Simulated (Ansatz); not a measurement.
Geometry relaxation, with input and output: Ge2Sb2Te5 (part 2 of 3)

Continued. System: Ge2Sb2Te5 (P-3m1, 9 atoms in the cell). Method: DFT PBEsol, scalar-relativistic, plane waves, PAW, no spin polarisation (Ansatz 0.2.0); cutoff 420 eV, 12×12×2 k-mesh, Gaussian smearing of 0.01 eV. The structure derives from a Materials Project entry.

Geometry of the input (Å; fractional positions):
```
4.2648  0.0000  0.0000
-2.1324  3.6935  0.0000
0.0000  0.0000  17.9991
Ge 0.0000  0.0000  0.3323
Ge 0.0000  0.0000  0.6677
Sb 0.3333  0.6667  0.1127
Sb 0.6667  0.3333  0.8873
Te 0.0000  0.0000  0.0000
Te 0.3333  0.6667  0.7901
Te 0.6667  0.3333  0.2099
Te 0.3333  0.6667  0.4110
Te 0.6667  0.3333  0.5890
```

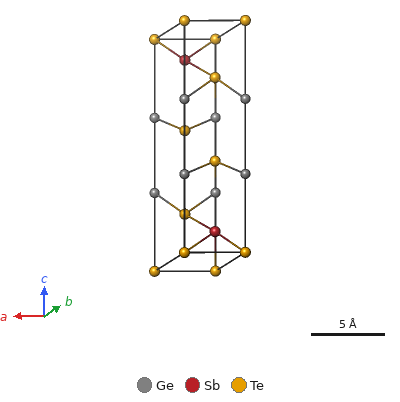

**Figure 1.** The geometry at step 7 of the log (ball-and-stick view of the cell of the calculation, seen at an oblique angle).

### Log, continued
```
SCF iter   1: F=—  HF=-55831.540764 eV  |F-HF|=—  |Δ(HF+E_count)|=         —  Δρ=2.45e-4  dr2=6.57e-4  ethr=4.79e-7  ⟨swp⟩=3.6  Hψ=14537  notcnv=0
preconditioner: auto → Kerker (q_TF=auto, 2.453 Å⁻¹)  [metal: Δε(μ)=0.006 eV  Ē_g=8.431 eV  σ=0.010 eV  W_gap=0.31  n_scr=66 (ndim 8)  ℏωp=15.9 eV  f_vac=0.006  D(μ)=3.70/eV (n_scr^D=8)]
SCF iter   2: F=—  HF=-55831.540745 eV  |F-HF|=—  |Δ(HF+E_count)|=   1.90e-5  Δρ=1.52e-4  dr2=3.31e-4  ethr=4.76e-7  ⟨swp⟩=1.0  Hψ=3154  notcnv=0
SCF iter   3: F=—  HF=-55831.540722 eV  |F-HF|=—  |Δ(HF+E_count)|=   2.35e-5  Δρ=3.08e-5  dr2=2.38e-5  ethr=2.40e-7  ⟨swp⟩=1.0  Hψ=3154  notcnv=0
SCF iter   4: F=—  HF=-55831.540557 eV  |F-HF|=—  |Δ(HF+E_count)|=   1.65e-4  Δρ=1.75e-5  dr2=4.28e-6  ethr=1.72e-8  ⟨swp⟩=1.3  Hψ=3176  notcnv=0
SCF iter   5: F=—  HF=-55831.540557 eV  |F-HF|=—  |Δ(HF+E_count)|=   1.31e-7  Δρ=6.45e-6  dr2=1.03e-6  ethr=3.10e-9  ⟨swp⟩=2.0  Hψ=3655  notcnv=0
SCF iter   6: F=—  HF=-55831.540557 eV  |F-HF|=—  |Δ(HF+E_count)|=   4.45e-8  Δρ=4.53e-6  dr2=1.38e-7  ethr=7.47e-10  ⟨swp⟩=2.0  Hψ=4029  notcnv=0
SCF iter   7: F=-55831.540557 eV  HF=-55831.540557 eV  |F-HF|=1.33e-8  |Δ(HF+E_count)|=   5.87e-8  Δρ=1.86e-6  dr2=2.82e-8  ethr=4.27e-11  ⟨swp⟩=10.0  Hψ=19446  notcnv=0
SCF 6 converged in 7 iterations: F = -55831.540557 eV  dr2 = 2.82e-8
relax step   6: F+E_penalty+E_count = -55831.54055685 eV  Δ(F+E_penalty+E_count) = -1.049e-3 eV  max|allowed force component| = 9.249e-3 eV/Å  Δτ_max = 0.0081 Å  P = +0.019 GPa  Ω = 261.453 Å³  energy of the carried Pulay correction = +3.894e-3 eV  (7 SCF iters, dr2 threshold 5.89e-8 eV, accepted)
Crystal: 9 atoms, lattice volume = 261.537 Å³
iter 1 solved again at ethr=3.77e-8 eV; its pass at ethr=3.10e-3 eV (dr2=5.20e-5 eV) is discarded
SCF iter   1: F=—  HF=-55831.540747 eV  |F-HF|=—  |Δ(HF+E_count)|=         —  Δρ=4.45e-5  dr2=5.09e-5  ethr=3.77e-8  ⟨swp⟩=3.1  Hψ=12536  notcnv=0
preconditioner: auto → Resta (q_TF=auto, 2.453 Å⁻¹)  ε∞=4.6  [insulator: Δε(μ)=0.011 eV  Ē_g=8.430 eV  σ=0.010 eV  W_gap=0.58  n_scr=66 (ndim 8)  ℏωp=15.9 eV  f_vac=0.006  D(μ)=3.04/eV (n_scr^D=6)  ε∞_Penn≈4.6]
SCF iter   2: F=—  HF=-55831.540743 eV  |F-HF|=—  |Δ(HF+E_count)|=   3.64e-6  Δρ=2.48e-5  dr2=3.23e-6  ethr=3.69e-8  ⟨swp⟩=1.0  Hψ=3154  notcnv=0
SCF iter   3: F=—  HF=-55831.540575 eV  |F-HF|=—  |Δ(HF+E_count)|=   1.69e-4  Δρ=1.25e-5  dr2=8.90e-7  ethr=2.34e-9  ⟨swp⟩=2.0  Hψ=3402  notcnv=0
SCF iter   4: F=—  HF=-55831.540575 eV  |F-HF|=—  |Δ(HF+E_count)|=   1.32e-7  Δρ=2.69e-6  dr2=3.17e-8  ethr=6.45e-10  ⟨swp⟩=2.0  Hψ=4194  notcnv=0
iter 5 did not close the SCF: its close was put off for the readings that it lacked (scf_convergence_deferred on its scf_iter line)
SCF iter   5: F=-55831.540575 eV  HF=-55831.540575 eV  |F-HF|=3.29e-9  |Δ(HF+E_count)|=   2.68e-9  Δρ=1.14e-6  dr2=3.18e-9  ethr=2.30e-11  ⟨swp⟩=2.0  Hψ=5742  notcnv=0
SCF iter   6: F=-55831.540575 eV  HF=-55831.540575 eV  |F-HF|=5.82e-11  |Δ(HF+E_count)|=  8.59e-10  Δρ=3.77e-7  dr2=4.63e-10  ethr=2.30e-12  ⟨swp⟩=6.4  Hψ=17391  notcnv=0
the search or the solves at the SCF's close seem to have found levels that the self-consistency loop had missed (the run counts 1). By its estimate they hold under 1e-12 electrons; where the run keeps them, the occupations were computed again with them
SCF 7 converged in 6 iterations: F = -55831.540575 eV  dr2 = 4.63e-10
relax step   7: F+E_penalty+E_count = -55831.54057454 eV  Δ(F+E_penalty+E_count) = -1.769e-5 eV  max|allowed force component| = 4.161e-3 eV/Å  Δτ_max = 0.0014 Å  P = -0.002 GPa  Ω = 261.537 Å³  energy of the carried Pulay correction = +3.879e-3 eV  (6 SCF iters, dr2 threshold 5.35e-9 eV, accepted)
Basis set: ecut = 420 eV, 5019 PW (Γ), exchange–correlation on 60×60×240 points (8 copies of the dense FFT grid, shifted against one another)
Initial wavefunctions: pseudopotential atomic-orbital guess (no wavefunctions were taken with the density)
iter 1 solved again at ethr=8.17e-7 eV; its pass at ethr=3.10e-3 eV (dr2=1.13e-3 eV) is discarded
SCF iter   1: F=—  HF=-55831.536790 eV  |F-HF|=—  |Δ(HF+E_count)|=         —  Δρ=7.35e-5  dr2=2.18e-6  ethr=8.17e-7  ⟨swp⟩=4.2  Hψ=19910  notcnv=0
eigensolver tolerance schedule: the retry pair's looser diagonalisation over-reported the residual by 515.32 of it (diagonalisation noise at 0.16 of the residual, at the tolerance the schedule requests for it); recorded, not acted on — ethr = c·dr2/N_el stays at c = 1.0e-1
preconditioner: auto → Resta (q_TF=auto, 2.453 Å⁻¹)  ε∞=4.6  [insulator: Δε(μ)=0.012 eV  Ē_g=8.430 eV  σ=0.010 eV  W_gap=0.60  n_scr=66 (ndim 8)  ℏωp=15.9 eV  f_vac=0.006  D(μ)=3.01/eV (n_scr^D=6)  ε∞_Penn≈4.6]
SCF iter   2: F=—  HF=-55831.536655 eV  |F-HF|=—  |Δ(HF+E_count)|=   1.35e-4  Δρ=3.89e-5  dr2=7.40e-7  ethr=1.58e-9  ⟨swp⟩=2.2  Hψ=5822  notcnv=0
SCF iter   3: F=—  HF=-55831.536656 eV  |F-HF|=—  |Δ(HF+E_count)|=   6.63e-7  Δρ=8.39e-6  dr2=9.72e-8  ethr=5.37e-10  ⟨swp⟩=2.2  Hψ=5548  notcnv=0
SCF iter   4: F=—  HF=-55831.536656 eV  |F-HF|=—  |Δ(HF+E_count)|=   4.35e-9  Δρ=1.42e-6  dr2=3.30e-8  ethr=7.04e-11  ⟨swp⟩=2.0  Hψ=4448  notcnv=0
SCF iter   5: F=—  HF=-55831.536656 eV  |F-HF|=—  |Δ(HF+E_count)|=   8.05e-9  Δρ=3.37e-7  dr2=2.44e-10  ethr=2.39e-11  ⟨swp⟩=2.0  Hψ=3534  notcnv=0
SCF iter   6: F=-55831.536656 eV  HF=-55831.536656 eV  |F-HF|=7.28e-12  |Δ(HF+E_count)|=  1.31e-10  Δρ=1.09e-7  dr2=2.65e-11  ethr=1.00e-12  ⟨swp⟩=7.3  Hψ=14447  notcnv=0
SCF 8 converged in 6 iterations: F = -55831.536656 eV  dr2 = 2.65e-11
relax step   8: F+E_penalty+E_count = -55831.53665562 eV  Δ(F+E_penalty+E_count) = +3.919e-3 eV  max|allowed force component| = 4.207e-3 eV/Å  Δτ_max = 0.0000 Å  P = -0.002 GPa  Ω = 261.537 Å³  stress off target by 4.70e-3 GPa  SCF on the basis re-selected at this cell (its energy is not comparable with the rows above)  (6 SCF iters)
```

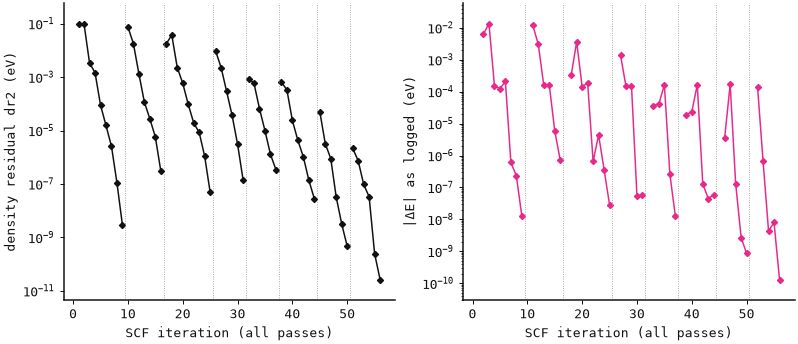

**Figure 2.** Convergence of the self-consistent field: density residual dr2 and size of the energy change against the SCF iteration. The dotted lines part the SCF passes of the relaxation: geometry steps, rejected trials and re-solves on a re-selected basis. The 8 passes take 6 to 9 iterations each, 56 in all.

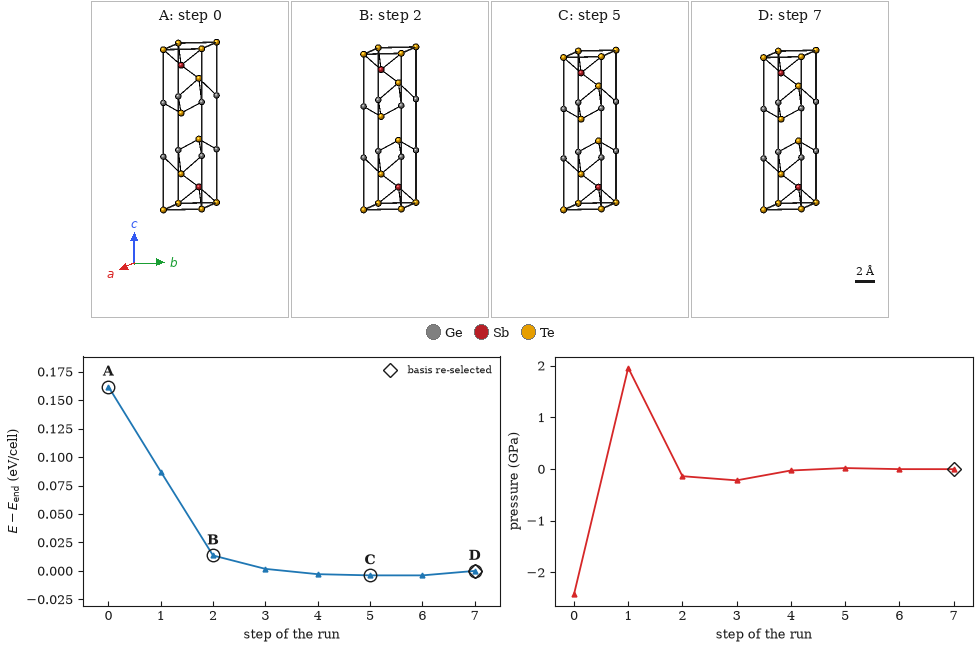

**Figure 3.** Frames of the relaxation (ball-and-stick view of the cell of the calculation, seen slightly off an axis) above the curves, on which the letters mark them (the first geometry is step 0 here and step 1 in the log).

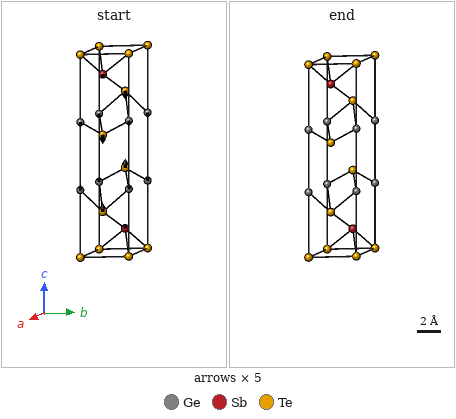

**Figure 4.** Before (left) and after (right) the relaxation, at one scale (ball-and-stick view of the cell of the calculation, seen slightly off an axis). The black arrows give the displacements (without the part carried along by the change of the cell), magnified 5 times. After 6 geometry steps the energy has fallen by 0.166 eV per cell of the calculation. The largest force component goes from 0.14 to 0.0042 eV/Å. Pressure: −2.42 GPa at the start and 0.00 GPa at the end. The largest moves relative to the cell, 0.17 Å, are those of Te8 and Te9. By element the largest moves are Te 0.17 Å, Ge 0.10 Å, Sb 0.07 Å. The drawn cell changes as follows: a = b 4.265 → 4.202 Å (−1.5 %), c 17.999 → 17.100 Å (−5.0 %); the volume changes by −7.8 %. Among the contacts that change: Ge1–Te7 3.304 → 3.168 Å, Sb3–Te5 3.190 → 3.142 Å, Ge1–Te8 2.842 → 2.808 Å, Sb3–Te7 3.021 → 2.990 Å. Among the angles that change: Te7–Ge1–Te7 80.4° → 83.1°, Ge2–Te6–Ge2 80.4° → 83.1°, Ge2–Te6–Sb4 173.6° → 175.7°. The space group stays P-3m1 (No. 164). A last SCF at the same geometry on a re-selected plane-wave basis shifts the energy by +3.9 meV per cell of the calculation. (Atoms are counted from 1 in the order of the input.)

```
basis re-selected at this cell: Δ(F+E_penalty+E_count) = +3.919e-3 eV, ΔP = -0.000 GPa vs the last step (what re-selecting the basis moved, of the pressure what is left beyond the Pulay correction that the steps carried, after the strain that the cell walked since its last selection, with what the two solves' SCF thresholds leave and, on support functions, any second-order correction that the steps lacked; it is no measure of the basis error at this ecutwfc). The dense FFT grid was sized anew with the basis: this SCF ran on 30×30×120 points, the steps before it on 30×30×125, so part of this shift can come from that change (see relax.cell in the input reference). This SCF's stress stands 4.70e-3 GPa from its target on what of the cell is left free (relax.cell.stress_tol is 5.00e-2 GPa) and its largest allowed force component is 4.21e-3 eV/Å (relax.f_tol is 5.00e-3 eV/Å): within both
SCF converged after 6 iterations
Free energy (F): -55831.536656 eV
Harris-Foulkes:  -55831.536656 eV  (|F-HF|=7.28e-12)
Internal energy: -55831.536505 eV  (E = F + TS)
E sigma→0 (E₀):  -55831.536580 eV
Entropy (-TS):   -0.000150 eV (-0.017 meV/atom)
Fermi energy:    9.853729 eV
--- Per-component energies (eV) ---
  E_band       = -1875.042404
  E_kinetic    = 1538.675519
  E_local      = -13921.112511  (includes V_loc(G=0)·N_el)
  E_nonlocal   = 19.608746
  E_hartree    = 7413.480979
  E_xc         = -1042.531134
  E_vxc        = -844.044570  (∫ρ·V_xc dr)
  E_paw        = -35869.782487  (= ΣΔE_a)
  E_vpaw       = -3495.131348  (= ΣTr[D̂ρ^β])
  E_aug_tail   = -0.000370  (compensation charges beyond the density's cutoff)
  E_ewald      = -13974.248910
  E_core_change = 4.373662  (= ΣΔE_core)
  E_smearing   = -0.000150  (= −TS)
  E_closure    = 0.000000  (closes the sum)
  Σ components = -55831.536656   (vs F -55831.536656, Δ=0.00e0)
--- Forces (eV/Å), atoms counted from 1 ---
  atom   1  Ge    -0.00000000     0.00000000     0.00353271
  atom   2  Ge     0.00000000    -0.00000000    -0.00353271
  atom   3  Sb    -0.00000000     0.00000000    -0.00420701
  atom   4  Sb     0.00000000    -0.00000000     0.00420701
  atom   5  Te     0.00000000     0.00000000     0.00000000
  atom   6  Te     0.00000000     0.00000000    -0.00218647
  atom   7  Te    -0.00000000    -0.00000000     0.00218647
  atom   8  Te    -0.00000000    -0.00000000    -0.00285696
  atom   9  Te    -0.00000000     0.00000000     0.00285696
  max |Σ_I F_I| component: 1.97e-17 eV/Å
--- Stress (GPa, compression-positive) ---
       -0.000760      -0.000000      -0.000000
       -0.000000      -0.000760       0.000000
       -0.000000       0.000000      -0.004696
  P = ⅓ Tr σ = -0.0021 GPa (-0.021 kbar)
--- Band table (eV; the first three rows and the last of 38) ---
  k-point 0: bands = ["-27.5776", "-27.5776", "-27.5776", "-27.5776", "-27.5760", "-27.5760", "-27.5733", "-27.5733", "-27.5733", "-27.5733", "-27.3716", "-27.3612", "-27.3612", "-27.3242", "-27.3242", "-27.1661", "-27.1661", "-27.1651", "-27.1651", "-27.1473", "-27.1473", "-27.1424", "-27.1424", "-27.1389", "-27.1376", "-19.9421", "-19.9421", "-19.9413", "-19.9413", "-19.9385", "-19.9381", "-19.9364", "-19.9364", "-19.9361", "-19.9361", "-15.0350", "-15.0350", "-15.0350", "-15.0350", "-15.0228", "-15.0228", "-15.0228", "-15.0228", "-15.0192", "-15.0191", "-3.9339", "-3.5492", "-3.1130", "-2.3273", "-2.2415", "0.3934", "1.4851", "3.2780", "3.5322", "6.9668", "7.4955", "7.4955", "7.6237", "7.6342", "7.6342", "8.0370", "8.0370", "8.1368", "8.1368", "8.3773", "8.3773", "8.5254", "8.8191", "9.7373", "9.8487", "9.8487", "10.3742", "10.8079", "10.8079", "10.9220", "11.5737", "11.5737", "11.7112", "12.0532", "12.2672", "12.2672", "13.6761", "14.8503"]
  k-point 1: bands = ["-27.5776", "-27.5776", "-27.5776", "-27.5776", "-27.5760", "-27.5760", "-27.5733", "-27.5733", "-27.5733", "-27.5733", "-27.3716", "-27.3612", "-27.3612", "-27.3242", "-27.3242", "-27.1661", "-27.1661", "-27.1651", "-27.1651", "-27.1473", "-27.1473", "-27.1424", "-27.1424", "-27.1389", "-27.1376", "-19.9421", "-19.9421", "-19.9413", "-19.9413", "-19.9385", "-19.9381", "-19.9364", "-19.9364", "-19.9361", "-19.9361", "-15.0350", "-15.0350", "-15.0350", "-15.0350", "-15.0228", "-15.0228", "-15.0228", "-15.0228", "-15.0192", "-15.0191", "-3.9196", "-3.6133", "-2.8649", "-2.7522", "-1.9862", "0.2600", "1.7869", "2.7222", "3.9454", "6.7352", "7.4958", "7.4958", "7.6341", "7.6341", "8.0039", "8.0039", "8.0700", "8.1759", "8.2330", "8.2330", "8.3056", "8.3056", "8.9071", "9.7208", "9.9031", "9.9031", "10.3969", "10.6660", "10.6660", "10.9160", "11.6584", "11.8877", "11.8877", "12.0351", "12.0351", "12.1088", "13.7029", "14.7183"]
```
